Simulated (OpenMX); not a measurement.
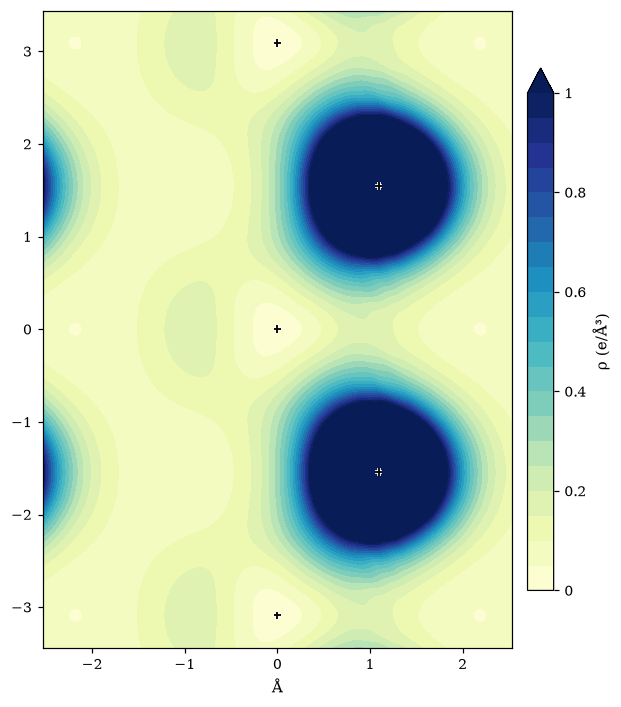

The valence pseudo-density on a plane through atoms (crosses mark nuclei in the plane).

Computed with OpenMX, Kohn-Sham DFT of a periodic cell, PBE, OpenMX 2013 PBE set.

Candidates:
A. Ir, a = 3.83 Å, b = 3.83 Å, c = 3.83 Å, α = 90.00°, β = 90.00°, γ = 90.00°. Space group Fm-3m; computed pressure about 14 GPa in this cell.
B. AlN, a = 4.37 Å, b = 4.37 Å, c = 4.37 Å, α = 90.00°, β = 90.00°, γ = 90.00°. Space group F-43m; a structure from a database of computed crystals, not necessarily the ambient phase; computed pressure about 3 GPa in this cell.
C. Mo (slab), a = 2.85 Å, b = 2.85 Å, c = 25.07 Å, α = 90.00°, β = 90.00°, γ = 90.00°. Not relaxed (largest force 0.3 eV/Å).

> Which candidate gave the map?

Candidate B: AlN on the (011) plane of the conventional cell, which holds Al and N. Al–N (1.89 Å): ρ at the midpoint is about 0.65 e/Å³.
